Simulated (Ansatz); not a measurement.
# Geometry relaxation, with input and output: Fe (part 2 of 2)

Fe (Fm-3m, 1 atom in the cell); DFT, PBE, plane waves, PAW, no spin polarisation (Ansatz 0.2.0); cutoff 200 eV, 9×9×9 k-mesh, Fermi–Dirac smearing of 0.0577 eV. The structure derives from an entry of the Crystallography Open Database. The run did not end well. The settings are looser than a standard set-up, so the numbers are not reference values.

Geometry of the input (Å; fractional positions):
```
0.0000  1.7552  1.7552
1.7552  0.0000  1.7552
1.7552  1.7552  0.0000
Fe 0.0000  0.0000  0.0000
```

**Output, continued**
```
relax step  38: F+E_penalty+E_count = -4462.67838007 eV  Δ(F+E_penalty+E_count) = +1.890e0 eV  max|allowed force component| = 0.000e0 eV/Å  Δτ_max = 0.0000 Å  P = -49.629 GPa  Ω = 8.659 Å³  energy of the carried Pulay correction = -1.909e0 eV  (6 SCF iters, dr2 threshold 1.00e-7 eV, accepted)
SCF 39 converged in 6 iterations: F = -4463.694093 eV  dr2 = 1.13e-10
relax step  39: F+E_penalty+E_count = -4463.69409262 eV  Δ(F+E_penalty+E_count) = -1.016e0 eV  max|allowed force component| = 0.000e0 eV/Å  Δτ_max = 0.0000 Å  P = +15.964 GPa  Ω = 8.531 Å³  energy of the carried Pulay correction = -9.072e-1 eV  (6 SCF iters, dr2 threshold 1.00e-7 eV, accepted)
Crystal: 1 atoms, lattice volume = 8.562 Å³
iter 1 solved again at ethr=1.95e-6 eV; its pass at ethr=3.10e-3 eV (dr2=3.12e-4 eV) is discarded
SCF iter   1: F=—  HF=-4463.454420 eV  |F-HF|=—  |Δ(HF+E_count)|=         —  Δρ=3.12e-3  dr2=3.10e-4  ethr=1.95e-6  ⟨swp⟩=1.0  Hψ=2174  notcnv=0
preconditioner: auto → none  [metal: Δε(μ)=0.103 eV  Ē_g=12.735 eV  σ=0.058 eV  W_gap=0.39  n_scr=0 (ndim 8)  ℏωp=35.9 eV  f_vac=0.000  D(μ)=0.98/eV (n_scr^D=14)]
SCF iter   2: F=—  HF=-4463.454277 eV  |F-HF|=—  |Δ(HF+E_count)|=   1.43e-4  Δρ=1.69e-3  dr2=1.71e-4  ethr=1.94e-6  ⟨swp⟩=2.1  Hψ=670  notcnv=0
SCF iter   3: F=—  HF=-4463.454238 eV  |F-HF|=—  |Δ(HF+E_count)|=   3.82e-5  Δρ=4.73e-4  dr2=7.52e-6  ethr=1.07e-6  ⟨swp⟩=2.2  Hψ=504  notcnv=0
SCF iter   4: F=—  HF=-4463.454214 eV  |F-HF|=—  |Δ(HF+E_count)|=   2.47e-5  Δρ=1.20e-5  dr2=5.60e-9  ethr=4.70e-8  ⟨swp⟩=1.1  Hψ=436  notcnv=0
SCF iter   5: F=—  HF=-4463.454215 eV  |F-HF|=—  |Δ(HF+E_count)|=   8.00e-7  Δρ=2.05e-6  dr2=1.26e-10  ethr=3.50e-11  ⟨swp⟩=2.0  Hψ=568  notcnv=0
SCF iter   6: F=-4463.454215 eV  HF=-4463.454215 eV  |F-HF|=2.73e-12  |Δ(HF+E_count)|=  4.00e-11  Δρ=3.22e-7  dr2=5.36e-12  ethr=1.00e-12  ⟨swp⟩=4.0  Hψ=1411  notcnv=0
SCF 40 converged in 6 iterations: F = -4463.454215 eV  dr2 = 5.36e-12
  greatest PAW one-centre occupation: 1.077 electrons in one spin orbital (limit 2), on the Fe atom at site 0 (counted from 0), in its partial waves of l = 1
relax step  40: F+E_penalty+E_count = -4463.45421451 eV  Δ(F+E_penalty+E_count) = +2.399e-1 eV  max|allowed force component| = 0.000e0 eV/Å  Δτ_max = 0.0000 Å  P = +0.222 GPa  Ω = 8.562 Å³  energy of the carried Pulay correction = -1.149e0 eV  (6 SCF iters, accepted)
```

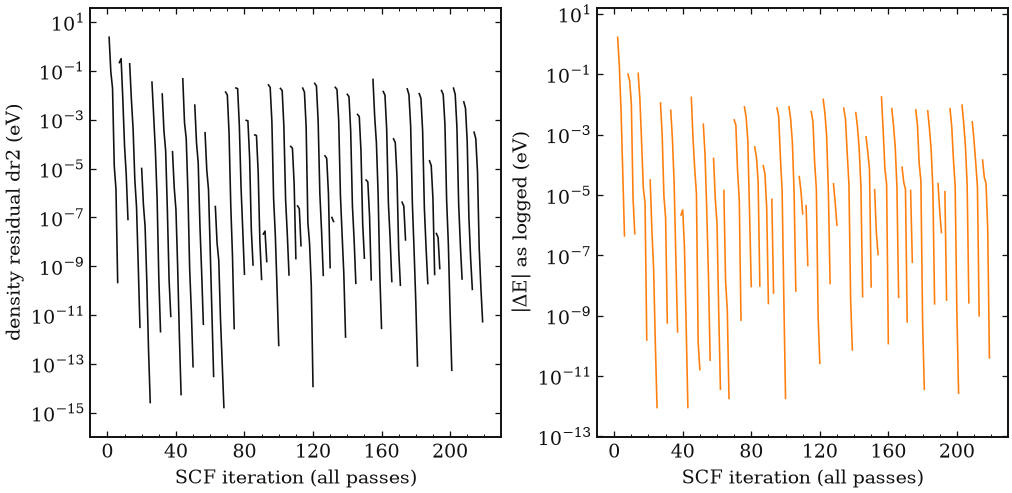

Convergence of the self-consistent field: density residual dr2 and size of the energy change against the SCF iteration. The dotted lines part the SCF passes of the relaxation: geometry steps, rejected trials and re-solves on a re-selected basis. The 40 passes take 2 to 7 iterations each, 219 in all.

```
Step failed. What follows is not a result of the run: it is the report of the last solve that finished, which converged after 6 SCF iterations.
Free energy (F): -4463.454215 eV
Harris-Foulkes:  -4463.454215 eV  (|F-HF|=2.73e-12)
Internal energy: -4463.443675 eV  (E = F + TS)
E sigma→0 (E₀):  -4463.448945 eV
Entropy (-TS):   -0.010540 eV (-10.540 meV/atom)
Fermi energy:    25.464977 eV
--- Per-component energies (eV) ---
  E_band       = -124.114361
  E_kinetic    = 393.554059
  E_local      = -1726.225066  (includes V_loc(G=0)·N_el)
  E_nonlocal   = 245.034373
  E_hartree    = 751.065073
  E_xc         = -124.197381
  E_vxc        = -160.187085  (∫ρ·V_xc dr)
  E_paw        = -1400.481316  (= ΣΔE_a)
  E_vpaw       = -378.449466  (= ΣTr[D̂ρ^β])
  E_aug_tail   = 0.028554  (compensation charges beyond the density's cutoff)
  E_ewald      = -2602.221971
  E_smearing   = -0.010540  (= −TS)
  E_closure    = 0.000000  (closes the sum)
  Σ components = -4463.454215   (vs F -4463.454215, Δ=0.00e0)
--- Forces (eV/Å), atoms counted from 1 ---
  atom   1  Fe    -0.00000000     0.00000000    -0.00000000
  max |Σ_I F_I| component: 8.22e-32 eV/Å
--- Stress (GPa, compression-positive) ---
    -1254.187524       0.000000       0.000000
        0.000000   -1254.187524       0.000000
        0.000000       0.000000   -1254.187524
  P = ⅓ Tr σ = -1254.1875 GPa (-12541.875 kbar)
--- Band table (eV; the first three rows and the last of 35) ---
  k-point 0: bands = ["-64.5437", "-29.5738", "-29.5738", "-29.5738", "15.7150", "22.5018", "22.5018", "22.5018", "24.6540", "24.6540", "49.8062", "56.9948"]
  k-point 1: bands = ["-64.4951", "-29.6351", "-29.5491", "-29.5491", "16.3098", "22.3514", "22.6808", "22.6808", "24.6418", "24.6418", "49.2479", "53.0033"]
  k-point 2: bands = ["-64.3311", "-29.6709", "-29.4652", "-29.4652", "17.9151", "22.6173", "23.0102", "23.0102", "24.8237", "24.8237", "45.3934", "50.7851"]
  k-point 34: bands = ["-63.9726", "-29.5741", "-29.4748", "-29.3480", "21.3247", "22.1802", "22.8471", "25.1231", "27.0278", "34.7415", "38.2603", "39.7213"]
End of that report.
this run last wrote the structure of step 40 to [file]
Error: variable-cell relaxation did not converge after 40 `relax_step` rows, as none of its last 9 fresh-basis SCF(s) at a relaxed cell met both thresholds with a finite energy. The last misses `relax.cell.stress_tol`: largest allowed force component 0.00e0 eV/Å (`relax.f_tol` 1.00e-2 eV/Å), stress off the target on the free part of the cell 7.48e1 GPa (`relax.cell.stress_tol` 5.00e-2 GPa), F+E_penalty+E_count -4464.56851705 eV. The closest is row 8, whose structure comes with this error. Larger ratio of force or stress to its threshold at each such SCF whose figures are numbers: 1893.807, 1096.583, 1873.280, 2532.028, 3494.375, 2192.926, 1680.540, 1208.971, 1495.732. The dense FFT grid had 12×12×12 points at the cell where the steps before the first such SCF started and at every such SCF. After the last such SCF `relax.max_steps` ran out. If the threshold ratios fall while the rows' cell is stable, continue in a new run from this error's structure with a larger `relax.max_steps`. Ratios that fall only as the cell collapses won't converge, and for ratios that don't fall see `relax.cell`. Where this run's directory can be resumed (`checkpoint.write`), a resume goes on for up to `relax.max_steps` more
  cell:  # Å, volume = 10.2619 Å³
    - [2.985569624619086e-35, 1.7247750295580242, 1.7247750295580242]
    - [1.7247750295580242, -1.4689002262676144e-34, 1.7247750295580242]
    - [1.7247750295580242, 1.7247750295580242, 1.3853042714434884e-34]
  atoms:
    - { symbol: Fe, position: [0.0, 0.0, 0.0] }
```

**Trajectory as extended XYZ (Å, eV, eV/Å), 40 frames, from step=1 to step=40**
```
1
Lattice="0.0000 1.7552 1.7552 1.7552 0.0000 1.7552 1.7552 1.7552 0.0000" Properties=species:S:1:pos:R:3:forces:R:3 step=1 energy=-4463.44547 pressure_GPa=-94.67
Fe    0.0000    0.0000    0.0000    0.0000   0.0000   0.0000
1
Lattice="0.0000 1.6697 1.6697 1.6697 0.0000 1.6697 1.6697 1.6697 0.0000" Properties=species:S:1:pos:R:3:forces:R:3 step=2 energy=-4471.61133 pressure_GPa=439.77 accepted=F
Fe    0.0000    0.0000    0.0000    0.0000   0.0000   0.0000
1
Lattice="0.0000 1.7388 1.7388 1.7388 0.0000 1.7388 1.7388 1.7388 0.0000" Properties=species:S:1:pos:R:3:forces:R:3 step=3 energy=-4465.36530 pressure_GPa=3.12
Fe    0.0000    0.0000    0.0000    0.0000   0.0000   0.0000
1
Lattice="0.0000 1.7393 1.7393 1.7393 0.0000 1.7393 1.7393 1.7393 0.0000" Properties=species:S:1:pos:R:3:forces:R:3 step=4 energy=-4465.30770 pressure_GPa=-0.01
Fe    0.0000    0.0000    0.0000    0.0000   0.0000   0.0000
1
Lattice="0.0000 1.7393 1.7393 1.7393 0.0000 1.7393 1.7393 1.7393 0.0000" Properties=species:S:1:pos:R:3:forces:R:3 step=5 energy=-4463.61507 pressure_GPa=-94.69
Fe    0.0000    0.0000    0.0000    0.0000   0.0000   0.0000
1
Lattice="0.0000 1.7237 1.7237 1.7237 0.0000 1.7237 1.7237 1.7237 0.0000" Properties=species:S:1:pos:R:3:forces:R:3 step=6 energy=-4465.44266 pressure_GPa=6.92
Fe    0.0000    0.0000    0.0000    0.0000   0.0000   0.0000
1
Lattice="0.0000 1.7248 1.7248 1.7248 0.0000 1.7248 1.7248 1.7248 0.0000" Properties=species:S:1:pos:R:3:forces:R:3 step=7 energy=-4465.32105 pressure_GPa=-0.04
Fe    0.0000    0.0000    0.0000    0.0000   0.0000   0.0000
1
Lattice="0.0000 1.7248 1.7248 1.7248 0.0000 1.7248 1.7248 1.7248 0.0000" Properties=species:S:1:pos:R:3:forces:R:3 step=8 energy=-4463.48955 pressure_GPa=-54.83
Fe    0.0000    0.0000    0.0000    0.0000   0.0000   0.0000
1
Lattice="0.0000 1.7162 1.7162 1.7162 0.0000 1.7162 1.7162 1.7162 0.0000" Properties=species:S:1:pos:R:3:forces:R:3 step=9 energy=-4464.52855 pressure_GPa=-12.06
Fe    0.0000    0.0000    0.0000    0.0000   0.0000   0.0000
1
Lattice="0.0000 1.7139 1.7139 1.7139 0.0000 1.7139 1.7139 1.7139 0.0000" Properties=species:S:1:pos:R:3:forces:R:3 step=10 energy=-4464.80856 pressure_GPa=-0.33
Fe    0.0000    0.0000    0.0000    0.0000   0.0000   0.0000
1
Lattice="0.0000 1.7138 1.7138 1.7138 0.0000 1.7138 1.7138 1.7138 0.0000" Properties=species:S:1:pos:R:3:forces:R:3 step=11 energy=-4464.81662 pressure_GPa=0.01
Fe    0.0000    0.0000    0.0000    0.0000   0.0000   0.0000
1
Lattice="0.0000 1.7138 1.7138 1.7138 0.0000 1.7138 1.7138 1.7138 0.0000" Properties=species:S:1:pos:R:3:forces:R:3 step=12 energy=-4463.94976 pressure_GPa=-93.66
Fe    0.0000    0.0000    0.0000    0.0000   0.0000   0.0000
1
Lattice="0.0000 1.6947 1.6947 1.6947 0.0000 1.6947 1.6947 1.6947 0.0000" Properties=species:S:1:pos:R:3:forces:R:3 step=13 energy=-4466.17141 pressure_GPa=46.05
Fe    0.0000    0.0000    0.0000    0.0000   0.0000   0.0000
1
Lattice="0.0000 1.6989 1.6989 1.6989 0.0000 1.6989 1.6989 1.6989 0.0000" Properties=species:S:1:pos:R:3:forces:R:3 step=14 energy=-4465.70483 pressure_GPa=15.23
Fe    0.0000    0.0000    0.0000    0.0000   0.0000   0.0000
1
Lattice="0.0000 1.7010 1.7010 1.7010 0.0000 1.7010 1.7010 1.7010 0.0000" Properties=species:S:1:pos:R:3:forces:R:3 step=15 energy=-4465.46772 pressure_GPa=-0.10
Fe    0.0000    0.0000    0.0000    0.0000   0.0000   0.0000
1
Lattice="0.0000 1.7010 1.7010 1.7010 0.0000 1.7010 1.7010 1.7010 0.0000" Properties=species:S:1:pos:R:3:forces:R:3 step=16 energy=-4465.46935 pressure_GPa=-0.00
Fe    0.0000    0.0000    0.0000    0.0000   0.0000   0.0000
1
Lattice="0.0000 1.7010 1.7010 1.7010 0.0000 1.7010 1.7010 1.7010 0.0000" Properties=species:S:1:pos:R:3:forces:R:3 step=17 energy=-4463.77329 pressure_GPa=-126.60
Fe    0.0000    0.0000    0.0000    0.0000   0.0000   0.0000
1
Lattice="0.0000 1.6837 1.6837 1.6837 0.0000 1.6837 1.6837 1.6837 0.0000" Properties=species:S:1:pos:R:3:forces:R:3 step=18 energy=-4465.83525 pressure_GPa=9.70
Fe    0.0000    0.0000    0.0000    0.0000   0.0000   0.0000
1
Lattice="0.0000 1.6848 1.6848 1.6848 0.0000 1.6848 1.6848 1.6848 0.0000" Properties=species:S:1:pos:R:3:forces:R:3 step=19 energy=-4465.70465 pressure_GPa=0.59
Fe    0.0000    0.0000    0.0000    0.0000   0.0000   0.0000
1
Lattice="0.0000 1.6849 1.6849 1.6849 0.0000 1.6849 1.6849 1.6849 0.0000" Properties=species:S:1:pos:R:3:forces:R:3 step=20 energy=-4465.69616 pressure_GPa=0.01
Fe    0.0000    0.0000    0.0000    0.0000   0.0000   0.0000
1
Lattice="0.0000 1.6849 1.6849 1.6849 0.0000 1.6849 1.6849 1.6849 0.0000" Properties=species:S:1:pos:R:3:forces:R:3 step=21 energy=-4464.27209 pressure_GPa=-174.72
Fe    0.0000    0.0000    0.0000    0.0000   0.0000   0.0000
1
Lattice="0.0000 1.6624 1.6624 1.6624 0.0000 1.6624 1.6624 1.6624 0.0000" Properties=species:S:1:pos:R:3:forces:R:3 step=22 energy=-4466.83098 pressure_GPa=6.51
Fe    0.0000    0.0000    0.0000    0.0000   0.0000   0.0000
1
Lattice="0.0000 1.6632 1.6632 1.6632 0.0000 1.6632 1.6632 1.6632 0.0000" Properties=species:S:1:pos:R:3:forces:R:3 step=23 energy=-4466.75053 pressure_GPa=0.37
Fe    0.0000    0.0000    0.0000    0.0000   0.0000   0.0000
1
Lattice="0.0000 1.6632 1.6632 1.6632 0.0000 1.6632 1.6632 1.6632 0.0000" Properties=species:S:1:pos:R:3:forces:R:3 step=24 energy=-4466.74566 pressure_GPa=-0.01
Fe    0.0000    0.0000    0.0000    0.0000   0.0000   0.0000
1
Lattice="0.0000 1.6632 1.6632 1.6632 0.0000 1.6632 1.6632 1.6632 0.0000" Properties=species:S:1:pos:R:3:forces:R:3 step=25 energy=-4464.78732 pressure_GPa=-109.65
Fe    0.0000    0.0000    0.0000    0.0000   0.0000   0.0000
1
Lattice="0.0000 1.6497 1.6497 1.6497 0.0000 1.6497 1.6497 1.6497 0.0000" Properties=species:S:1:pos:R:3:forces:R:3 step=26 energy=-4466.31541 pressure_GPa=-32.19
Fe    0.0000    0.0000    0.0000    0.0000   0.0000   0.0000
1
Lattice="0.0000 1.6442 1.6442 1.6442 0.0000 1.6442 1.6442 1.6442 0.0000" Properties=species:S:1:pos:R:3:forces:R:3 step=27 energy=-4466.89410 pressure_GPa=-1.39
Fe    0.0000    0.0000    0.0000    0.0000   0.0000   0.0000
1
Lattice="0.0000 1.6440 1.6440 1.6440 0.0000 1.6440 1.6440 1.6440 0.0000" Properties=species:S:1:pos:R:3:forces:R:3 step=28 energy=-4466.91942 pressure_GPa=-0.02
Fe    0.0000    0.0000    0.0000    0.0000   0.0000   0.0000
1
Lattice="0.0000 1.6440 1.6440 1.6440 0.0000 1.6440 1.6440 1.6440 0.0000" Properties=species:S:1:pos:R:3:forces:R:3 step=29 energy=-4464.89013 pressure_GPa=-84.03
Fe    0.0000    0.0000    0.0000    0.0000   0.0000   0.0000
1
Lattice="0.0000 1.6289 1.6289 1.6289 0.0000 1.6289 1.6289 1.6289 0.0000" Properties=species:S:1:pos:R:3:forces:R:3 step=30 energy=-4466.55981 pressure_GPa=-7.81
Fe    0.0000    0.0000    0.0000    0.0000   0.0000   0.0000
1
Lattice="0.0000 1.6273 1.6273 1.6273 0.0000 1.6273 1.6273 1.6273 0.0000" Properties=species:S:1:pos:R:3:forces:R:3 step=31 energy=-4466.73215 pressure_GPa=0.43
Fe    0.0000    0.0000    0.0000    0.0000   0.0000   0.0000
1
Lattice="0.0000 1.6273 1.6273 1.6273 0.0000 1.6273 1.6273 1.6273 0.0000" Properties=species:S:1:pos:R:3:forces:R:3 step=32 energy=-4466.72314 pressure_GPa=0.01
Fe    0.0000    0.0000    0.0000    0.0000   0.0000   0.0000
1
Lattice="0.0000 1.6273 1.6273 1.6273 0.0000 1.6273 1.6273 1.6273 0.0000" Properties=species:S:1:pos:R:3:forces:R:3 step=33 energy=-4465.18870 pressure_GPa=-60.45
Fe    0.0000    0.0000    0.0000    0.0000   0.0000   0.0000
1
Lattice="0.0000 1.6138 1.6138 1.6138 0.0000 1.6138 1.6138 1.6138 0.0000" Properties=species:S:1:pos:R:3:forces:R:3 step=34 energy=-4466.64423 pressure_GPa=2.61
Fe    0.0000    0.0000    0.0000    0.0000   0.0000   0.0000
1
Lattice="0.0000 1.6144 1.6144 1.6144 0.0000 1.6144 1.6144 1.6144 0.0000" Properties=species:S:1:pos:R:3:forces:R:3 step=35 energy=-4466.58458 pressure_GPa=-0.07
Fe    0.0000    0.0000    0.0000    0.0000   0.0000   0.0000
1
Lattice="0.0000 1.6144 1.6144 1.6144 0.0000 1.6144 1.6144 1.6144 0.0000" Properties=species:S:1:pos:R:3:forces:R:3 step=36 energy=-4466.58619 pressure_GPa=-0.00
Fe    0.0000    0.0000    0.0000    0.0000   0.0000   0.0000
1
Lattice="0.0000 1.6144 1.6144 1.6144 0.0000 1.6144 1.6144 1.6144 0.0000" Properties=species:S:1:pos:R:3:forces:R:3 step=37 energy=-4464.56852 pressure_GPa=74.79
Fe    0.0000    0.0000    0.0000    0.0000   0.0000   0.0000
1
Lattice="0.0000 1.6299 1.6299 1.6299 0.0000 1.6299 1.6299 1.6299 0.0000" Properties=species:S:1:pos:R:3:forces:R:3 step=38 energy=-4462.67838 pressure_GPa=-49.63
Fe    0.0000    0.0000    0.0000    0.0000   0.0000   0.0000
1
Lattice="0.0000 1.6218 1.6218 1.6218 0.0000 1.6218 1.6218 1.6218 0.0000" Properties=species:S:1:pos:R:3:forces:R:3 step=39 energy=-4463.69409 pressure_GPa=15.96
Fe    0.0000    0.0000    0.0000    0.0000   0.0000   0.0000
1
Lattice="0.0000 1.6237 1.6237 1.6237 0.0000 1.6237 1.6237 1.6237 0.0000" Properties=species:S:1:pos:R:3:forces:R:3 step=40 energy=-4463.45421 pressure_GPa=0.22
Fe    0.0000    0.0000    0.0000    0.0000   0.0000   0.0000
```

**What the run reported**

```csv
quantity,value
outcome,not converged
space group (tolerance 0.01 Å),Fm-3m (225)
final cell,"a = 2.296 Å, b = 2.296 Å, c = 2.296 Å, α = 60.00°, β = 60.00°, γ = 60.00°"
wall time,8.6 s
peak memory,0.28 GiB
```

Settings chosen away from the usual ones: basis.ecutwfc set to 200 eV (from 420). The run did not converge: “variable-cell relaxation did not converge after 40 `relax_step` rows, as none of its last 9 fresh-basis SCF(s) at a relaxed cell met both thresholds with a finite energy …” Its last values are not results. The program warns: the cutoff is below the recommended one.
